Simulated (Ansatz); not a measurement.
Geometry relaxation, with input and output: Zn$_{8}$O$_{7}$ (part 1 of 2)

- system: Zn$_{8}$O$_{7}$ (defect cell, 15 atoms in the cell)
- method: DFT PBE, scalar-relativistic, plane waves, PAW, no spin polarisation (Ansatz 0.2.0)

The structure derives from a Materials Project entry. It belongs to a series of runs on one base structure; here: O vacancy (site b), charge +0, atoms relaxed at the host's cell.

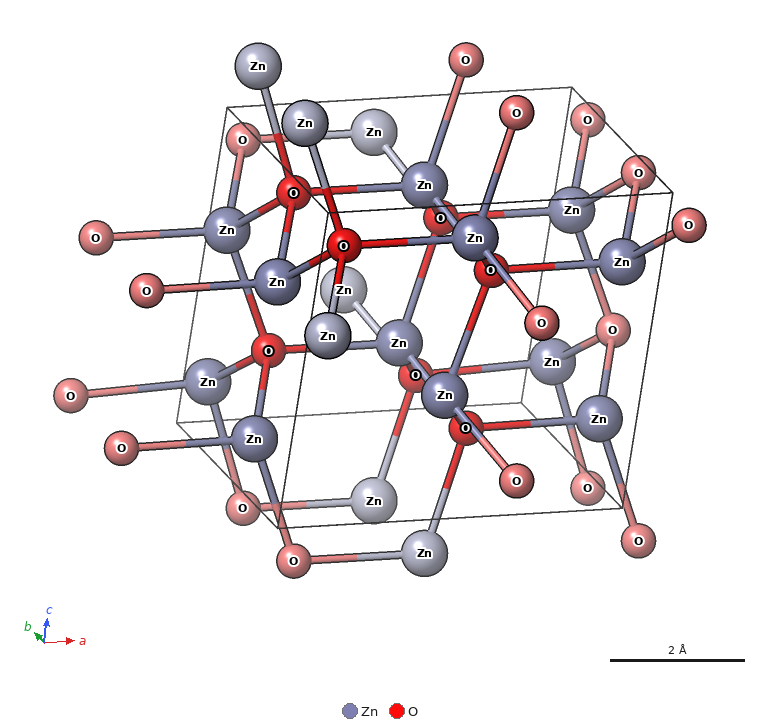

Figure 1. The input geometry (ball-and-stick view of the cell of the calculation, seen slightly off an axis; neighbours outside the cell are drawn fainter).

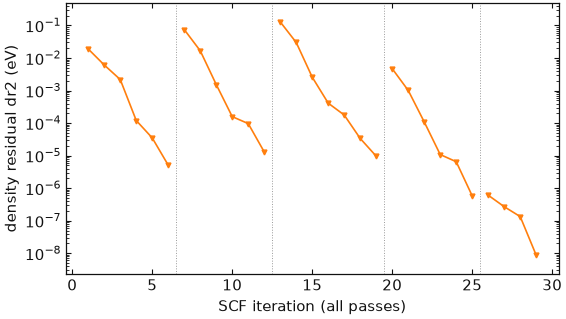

Figure 2. Convergence of the self-consistent field: density residual dr2 against the SCF iteration. The dotted lines part the SCF passes of the relaxation: geometry steps, rejected trials and re-solves on a re-selected basis. The 5 passes take 4 to 7 iterations each, 29 in all.

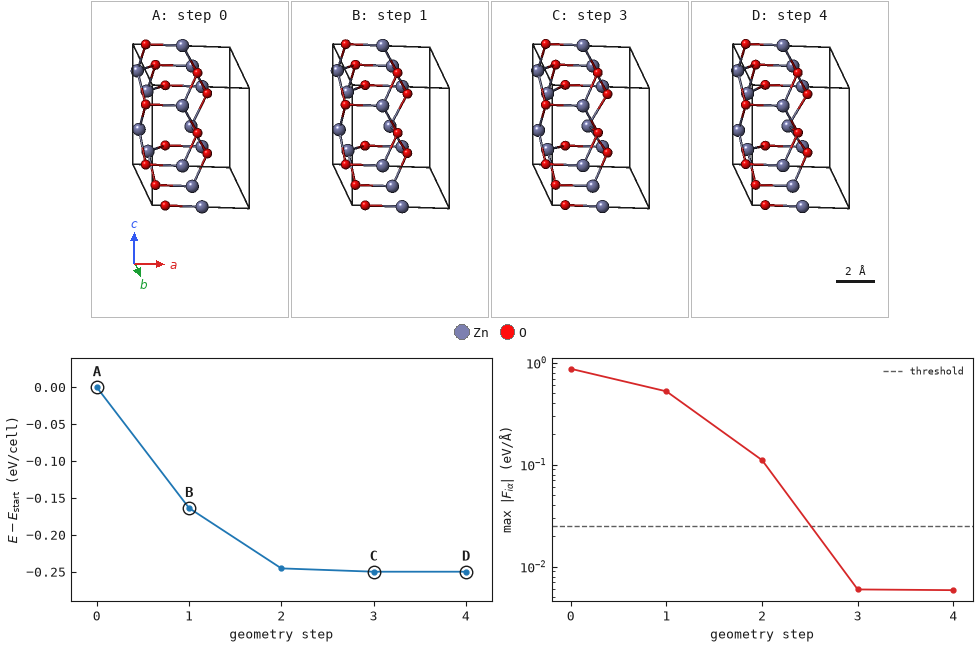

Figure 3. Frames of the relaxation (ball-and-stick view of the cell of the calculation (origin shifted), seen at an oblique angle) above the curves, on which the letters mark them (the first geometry is step 0 here and step 1 in the log).

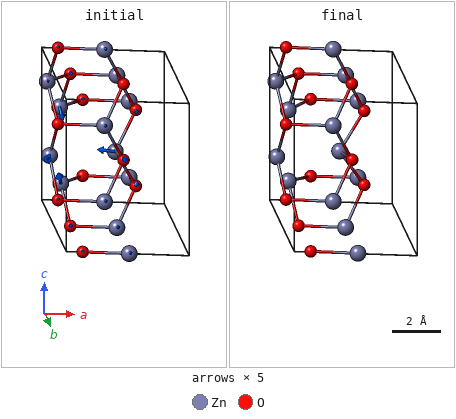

Figure 4. Before (left) and after (right) the relaxation, at one scale (ball-and-stick view of the cell of the calculation (origin shifted), seen at an oblique angle). The blue arrows give the displacements, magnified 5 times. Over 4 geometry steps the energy falls by 0.250 eV per cell of the calculation. The largest force component goes from 0.87 to 0.0059 eV/Å. Zn1 moves most: 0.16 Å. Largest moves by element: Zn 0.16 Å, O 0.06 Å. The lattice vectors keep their values. Distances before and after: Zn6–O9 1.927 → 2.041 Å, Zn5–O9 1.950 → 2.039 Å, Zn6–O13 2.101 → 2.033 Å, Zn7–O10 1.989 → 2.039 Å. Among the angles that change: Zn5–O10–Zn7 109.7° → 117.8°, O9–Zn5–O10 112.1° → 105.3°, O12–Zn1–O14 109.3° → 102.6°. (Atoms are counted from 1 in the order of the input.)

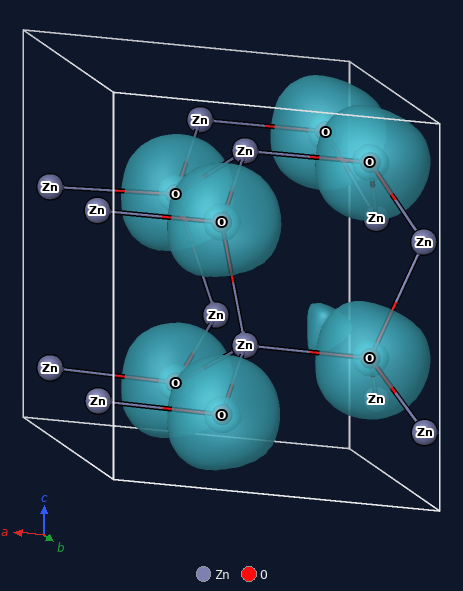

Figure 5. Isosurface of the electron localisation function at 0.6 (cyan), seen at an oblique angle. Core shells and regions of very low density are left out. Sticks mark near contacts. The outline is the calculation cell. Along the contacts the grid gives the following. Zn–O (2.00 Å): the ELF is about 0.25 at the midpoint. Zn–O (2.05 Å): the ELF is about 0.25 at the midpoint. In a PAW calculation such maps are meaningful between the atoms, not at the nuclei.

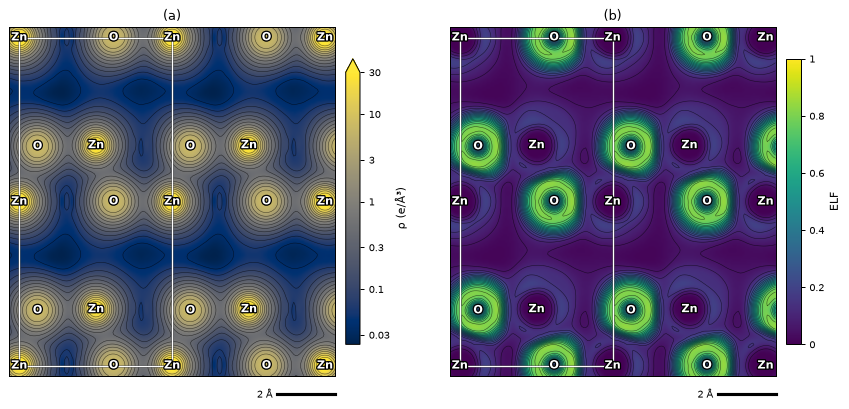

Figure 6. (a) valence pseudo-density; (b) electron localisation function on the (011) plane of the calculation cell. Atoms in the plane: Zn and O. Zn–O (2.02 Å): the density is about 0.55 e/Å³ at the midpoint; the ELF is about 0.25 at the midpoint. Away from the nuclei the density in this plane falls to 0.02 e/Å³ at its lowest.

The input that produced these results follows, with the program's output.

## The input
```yaml
crystal:
  lattice:
    - [0.0, 0.0, -5.2932332133]
    - [-3.2793907598, 5.6800714139, 0.0]
    - [6.5587815197, 0.0, 0.0]
  atoms:
    - { symbol: Zn, position: [0.4857588881, 0.1712408295, 0.3340231649] }
    - { symbol: Zn, position: [0.4993955898, 0.6666666667, 0.3333333333] }
    - { symbol: Zn, position: [0.4993955898, 0.1666666667, 0.8333333333] }
    - { symbol: Zn, position: [0.4993955898, 0.6666666667, 0.8333333333] }
    - { symbol: Zn, position: [1.0075579231, 0.339896659, 0.1698716337] }
    - { symbol: Zn, position: [1.0169130529, 0.8408890022, 0.1826259086] }
    - { symbol: Zn, position: [0.9993469455, 0.3344799583, 0.6696688899] }
    - { symbol: Zn, position: [0.9993955898, 0.8333333333, 0.6666666667] }
    - { symbol: O, position: [0.1202944102, 0.6666666667, 0.3333333333] }
    - { symbol: O, position: [0.1202944102, 0.1666666667, 0.8333333333] }
    - { symbol: O, position: [0.1202944102, 0.6666666667, 0.8333333333] }
    - { symbol: O, position: [0.6202944102, 0.3333333333, 0.1666666667] }
    - { symbol: O, position: [0.6202944102, 0.8333333333, 0.1666666667] }
    - { symbol: O, position: [0.6202944102, 0.3333333333, 0.6666666667] }
    - { symbol: O, position: [0.6202944102, 0.8333333333, 0.6666666667] }
  host:
    lattice:
      - [3.2793907598, 0.0, 0.0]
      - [-1.6396953799, 2.840035707, 0.0]
      - [0.0, 0.0, 5.2932332133]
    atoms:
      - { symbol: Zn, position: [0.6666666667, 0.3333333333, 0.5006044102] }
      - { symbol: Zn, position: [0.3333333333, 0.6666666667, 0.0006044102] }
      - { symbol: O, position: [0.6666666667, 0.3333333333, 0.8797055898] }
      - { symbol: O, position: [0.3333333333, 0.6666666667, 0.3797055898] }
basis:
  ecutwfc: 420
  xc_grid: 2
kpoints:
  mp_grid: { grid: [3, 3, 3], shift: [0.0, 0.0, 0.0] }
hamiltonian:
  xc: pbe
scf:
  occupations: { method: gaussian, width: 0.01 }
output:
  forces: true
  stress: false
  eigenvalues: true
  charged_corrections:
    defect_position: [0.12029441, 0.16666667, 0.33333333]
    epsilon: [[10.5528, 0.0, 0.0], [0.0, 10.5528, 0.0], [0.0, 0.0, 11.5878]]
  write_density: true
  write_potential: true
  elf: true
  volumetric_format: npy
relax:
  adjacent_minimum: "off"
  f_tol: 0.025
  max_steps: 45
```

Launch command:
```bash
ansatz run input.yaml --threads 4 --pin off --max-ram 8192MiB --backend cpu --events-out ev --progress --plain --runs-dir out
```

## What the program printed
```
Engine: ansatz 0.2.0, x86_64-unknown-linux-gnu
Pseudopotentials: kind: paw
Pseudopotential: Zn, paw, valence charge 12, recommended cutoff 420 eV (normal), Zn.paw.azcp
Pseudopotential: O, paw, valence charge 6, recommended cutoff 420 eV (normal), O.paw.azcp
Functional definition: PBE
  parameter kappa = 0.804
  parameter beta = 0.06672455060314922
  exchange = pbe_x(kappa = kappa, mu = beta*pi^2/3)
  correlation = pbe_c(beta = beta)
Crystal: 15 atoms, lattice volume = 197.196 Å³
Basis set: ecut = 420 eV, 3809 PW (Γ), exchange–correlation on 72×90×90 points (8 copies of the dense FFT grid, shifted against one another)
Bands: 84, of which v1, the nominal top of the filled ones, is band 69 counted from 1 (68 counted from 0)
Symmetry: 1 space group operations
Space group: P1 (ITA 1), of the structure as read, at distance tolerance 5.8e-5 Å
k-points: 14 of 27 (time reversal used)
Non-local potential: Zn, projectors of the file, l = 0: 2, l = 1: 2, l = 2: 3, l = 3: 1
Non-local potential: O, projectors of the file, l = 0: 2, l = 1: 2, l = 2: 1
PAW form: soft (Blöchl's): semilocal exchange-correlation on the pseudo side does not see the compensation charge
PAW one-centre angular grid: Zn, 590 points (default); XC on 64 Gauss nodes
PAW one-centre angular grid: O, 110 points (default); XC on 64 Gauss nodes
Initial density: superposition of atomic densities (neutral atoms: chi_scale 0, normalization atom), corrected by the library's trained network
Initial wavefunctions: pseudopotential atomic-orbital guess
Functional: x = pbe(κ = 0.804, μ = 0.2195149727645171), c = pbe(β = 0.06672455060314922)
SCF iter   1: F=—  HF=-30525.776518 eV  |F-HF|=—  |Δ(HF+E_count)|=         —  Δρ=2.46e-3  dr2=1.89e-2  ethr=1.77e-3  ⟨swp⟩=6.4  Hψ=4331  notcnv=0  defer=3
preconditioner: auto → Resta (q_TF=auto, 2.571 Å⁻¹)  ε∞=7.8  [insulator: Δε(μ)=1.390 eV  Ē_g=11.925 eV  σ=0.010 eV  W_gap=1.00  n_scr=58 (ndim 8)  ℏωp=31.1 eV  f_vac=0.028  D(μ)=0.00/eV (n_scr^D=0)  ε∞_Penn≈7.8]
SCF iter   2: F=—  HF=-30525.779167 eV  |F-HF|=—  |Δ(HF+E_count)|=   2.65e-3  Δρ=1.36e-3  dr2=6.10e-3  ethr=1.37e-5  ⟨swp⟩=2.2  Hψ=2405  notcnv=0  defer=131
SCF iter   3: F=—  HF=-30525.778257 eV  |F-HF|=—  |Δ(HF+E_count)|=   9.10e-4  Δρ=6.49e-4  dr2=2.18e-3  ethr=4.42e-6  ⟨swp⟩=2.9  Hψ=2049  notcnv=0  defer=131
SCF iter   4: F=—  HF=-30525.777721 eV  |F-HF|=—  |Δ(HF+E_count)|=   5.37e-4  Δρ=2.85e-4  dr2=1.20e-4  ethr=1.58e-6  ⟨swp⟩=2.6  Hψ=1867  notcnv=0  defer=131
SCF iter   5: F=—  HF=-30525.777724 eV  |F-HF|=—  |Δ(HF+E_count)|=   3.08e-6  Δρ=1.47e-4  dr2=3.50e-5  ethr=8.70e-8  ⟨swp⟩=2.0  Hψ=1997  notcnv=0  defer=131
SCF iter   6: F=-30525.777717 eV  HF=-30525.777718 eV  |F-HF|=7.66e-7  |Δ(HF+E_count)|=   6.06e-6  Δρ=5.40e-5  dr2=5.09e-6  ethr=1.13e-8  ⟨swp⟩=15.7  Hψ=12784  notcnv=0
SCF 1 converged in 6 iterations: F = -30525.777717 eV  dr2 = 5.09e-6
  greatest PAW one-centre occupation: 0.988 electrons in one spin orbital (limit 2), on the Zn atom at site 5 (counted from 0), in its partial waves of l = 2
relax step   1: F+E_penalty+E_count = -30525.77771686 eV  Δ(F+E_penalty+E_count) = +0.000e0 eV  max|allowed force component| = 8.725e-1 eV/Å  Δτ_max = 0.0000 Å  (6 SCF iters, dr2 threshold 1.56e-5 eV, accepted)
Initial density: handed on by an earlier stage of this run
Initial wavefunctions: those handed on with the density
iter 1 solved again at ethr=5.12e-5 eV; its pass at ethr=3.10e-3 eV (dr2=7.07e-2 eV) is discarded
SCF iter   1: F=—  HF=-30525.972452 eV  |F-HF|=—  |Δ(HF+E_count)|=         —  Δρ=8.41e-3  dr2=7.48e-2  ethr=5.12e-5  ⟨swp⟩=1.0  Hψ=3605  notcnv=0  defer=138
preconditioner: auto → Resta (q_TF=auto, 2.571 Å⁻¹)  ε∞=7.8  [insulator: Δε(μ)=1.675 eV  Ē_g=11.878 eV  σ=0.010 eV  W_gap=1.00  n_scr=58 (ndim 8)  ℏωp=31.1 eV  f_vac=0.029  D(μ)=0.00/eV (n_scr^D=0)  ε∞_Penn≈7.8]
SCF iter   2: F=—  HF=-30525.947288 eV  |F-HF|=—  |Δ(HF+E_count)|=   2.52e-2  Δρ=4.06e-3  dr2=1.67e-2  ethr=5.12e-5  ⟨swp⟩=2.4  Hψ=1769  notcnv=0  defer=138
SCF iter   3: F=—  HF=-30525.941477 eV  |F-HF|=—  |Δ(HF+E_count)|=   5.81e-3  Δρ=1.02e-3  dr2=1.53e-3  ethr=1.21e-5  ⟨swp⟩=2.9  Hψ=1998  notcnv=0  defer=138
SCF iter   4: F=—  HF=-30525.941201 eV  |F-HF|=—  |Δ(HF+E_count)|=   2.76e-4  Δρ=2.78e-4  dr2=1.58e-4  ethr=1.11e-6  ⟨swp⟩=2.0  Hψ=2076  notcnv=0  defer=138
SCF iter   5: F=—  HF=-30525.941306 eV  |F-HF|=—  |Δ(HF+E_count)|=   1.05e-4  Δρ=2.36e-4  dr2=9.65e-5  ethr=1.15e-7  ⟨swp⟩=2.0  Hψ=1911  notcnv=0  defer=138
SCF iter   6: F=-30525.941277 eV  HF=-30525.941278 eV  |F-HF|=8.05e-7  |Δ(HF+E_count)|=   2.80e-5  Δρ=5.81e-5  dr2=1.30e-5  ethr=3.45e-8  ⟨swp⟩=13.4  Hψ=10351  notcnv=0
SCF 2 converged in 6 iterations: F = -30525.941277 eV  dr2 = 1.30e-5
  greatest PAW one-centre occupation: 0.987 electrons in one spin orbital (limit 2), on the Zn atom at site 4 (counted from 0), in its partial waves of l = 2
relax step   2: F+E_penalty+E_count = -30525.94127726 eV  Δ(F+E_penalty+E_count) = -1.636e-1 eV  max|allowed force component| = 5.241e-1 eV/Å  Δτ_max = 0.0675 Å  (6 SCF iters, dr2 threshold 4.76e-5 eV, accepted)
SCF iter   1: F=—  HF=-30526.079549 eV  |F-HF|=—  |Δ(HF+E_count)|=         —  Δρ=1.13e-2  dr2=1.29e-1  ethr=1.03e-3  ⟨swp⟩=5.0  Hψ=3092  notcnv=0  defer=94
preconditioner: auto → Resta (q_TF=auto, 2.571 Å⁻¹)  ε∞=7.9  [insulator: Δε(μ)=1.921 eV  Ē_g=11.838 eV  σ=0.010 eV  W_gap=1.00  n_scr=58 (ndim 8)  ℏωp=31.1 eV  f_vac=0.030  D(μ)=0.00/eV (n_scr^D=0)  ε∞_Penn≈7.9]
SCF iter   2: F=—  HF=-30526.033575 eV  |F-HF|=—  |Δ(HF+E_count)|=   4.60e-2  Δρ=5.50e-3  dr2=3.00e-2  ethr=9.35e-5  ⟨swp⟩=2.6  Hψ=2149  notcnv=0  defer=138
SCF iter   3: F=—  HF=-30526.023214 eV  |F-HF|=—  |Δ(HF+E_count)|=   1.04e-2  Δρ=1.27e-3  dr2=2.58e-3  ethr=2.18e-5  ⟨swp⟩=3.0  Hψ=2031  notcnv=0  defer=138
SCF iter   4: F=—  HF=-30526.022887 eV  |F-HF|=—  |Δ(HF+E_count)|=   3.27e-4  Δρ=4.35e-4  dr2=4.10e-4  ethr=1.87e-6  ⟨swp⟩=2.0  Hψ=2060  notcnv=0  defer=138
SCF iter   5: F=—  HF=-30526.023008 eV  |F-HF|=—  |Δ(HF+E_count)|=   1.21e-4  Δρ=2.94e-4  dr2=1.77e-4  ethr=2.97e-7  ⟨swp⟩=2.0  Hψ=1947  notcnv=0  defer=138
SCF iter   6: F=—  HF=-30526.022978 eV  |F-HF|=—  |Δ(HF+E_count)|=   3.01e-5  Δρ=9.91e-5  dr2=3.37e-5  ethr=1.28e-7  ⟨swp⟩=2.1  Hψ=1940  notcnv=0  defer=138
SCF iter   7: F=-30526.022977 eV  HF=-30526.022982 eV  |F-HF|=5.74e-6  |Δ(HF+E_count)|=   4.18e-6  Δρ=6.75e-5  dr2=9.61e-6  ethr=1.24e-8  ⟨swp⟩=16.1  Hψ=11440  notcnv=0
SCF 3 converged in 7 iterations: F = -30526.022977 eV  dr2 = 9.61e-6
relax step   3: F+E_penalty+E_count = -30526.02297654 eV  Δ(F+E_penalty+E_count) = -8.170e-2 eV  max|allowed force component| = 1.108e-1 eV/Å  Δτ_max = 0.1050 Å  (7 SCF iters, dr2 threshold 1.72e-5 eV, accepted)
SCF iter   1: F=—  HF=-30526.029373 eV  |F-HF|=—  |Δ(HF+E_count)|=         —  Δρ=2.15e-3  dr2=4.70e-3  ethr=3.63e-5  ⟨swp⟩=3.2  Hψ=2585  notcnv=0  defer=138
preconditioner: auto → Resta (q_TF=auto, 2.571 Å⁻¹)  ε∞=7.9  [insulator: Δε(μ)=1.888 eV  Ē_g=11.857 eV  σ=0.010 eV  W_gap=1.00  n_scr=58 (ndim 8)  ℏωp=31.1 eV  f_vac=0.029  D(μ)=0.00/eV (n_scr^D=0)  ε∞_Penn≈7.9]
SCF iter   2: F=—  HF=-30526.027774 eV  |F-HF|=—  |Δ(HF+E_count)|=   1.60e-3  Δρ=1.01e-3  dr2=1.01e-3  ethr=3.40e-6  ⟨swp⟩=2.0  Hψ=2121  notcnv=0  defer=138
SCF iter   3: F=—  HF=-30526.027473 eV  |F-HF|=—  |Δ(HF+E_count)|=   3.02e-4  Δρ=2.91e-4  dr2=1.09e-4  ethr=7.35e-7  ⟨swp⟩=2.0  Hψ=1978  notcnv=0  defer=138
SCF iter   4: F=—  HF=-30526.027468 eV  |F-HF|=—  |Δ(HF+E_count)|=   5.19e-6  Δρ=8.29e-5  dr2=1.08e-5  ethr=7.87e-8  ⟨swp⟩=2.0  Hψ=1906  notcnv=0  defer=138
SCF iter   5: F=—  HF=-30526.027477 eV  |F-HF|=—  |Δ(HF+E_count)|=   9.15e-6  Δρ=6.20e-5  dr2=6.50e-6  ethr=7.84e-9  ⟨swp⟩=2.0  Hψ=1989  notcnv=0  defer=138
SCF iter   6: F=-30526.027475 eV  HF=-30526.027475 eV  |F-HF|=4.04e-8  |Δ(HF+E_count)|=   1.24e-6  Δρ=1.35e-5  dr2=5.80e-7  ethr=5.56e-10  ⟨swp⟩=13.1  Hψ=9901  notcnv=0
SCF 4 converged in 6 iterations: F = -30526.027475 eV  dr2 = 5.80e-7
  greatest PAW one-centre occupation: 0.987 electrons in one spin orbital (limit 2), on the Zn atom at site 6 (counted from 0), in its partial waves of l = 2
relax step   4: F+E_penalty+E_count = -30526.02747546 eV  Δ(F+E_penalty+E_count) = -4.499e-3 eV  max|allowed force component| = 5.977e-3 eV/Å  Δτ_max = 0.0283 Å  (6 SCF iters, dr2 threshold 7.68e-7 eV, accepted)
iter 1 solved again at ethr=4.39e-10 eV; its pass at ethr=3.10e-3 eV (dr2=6.05e-7 eV) is discarded
```
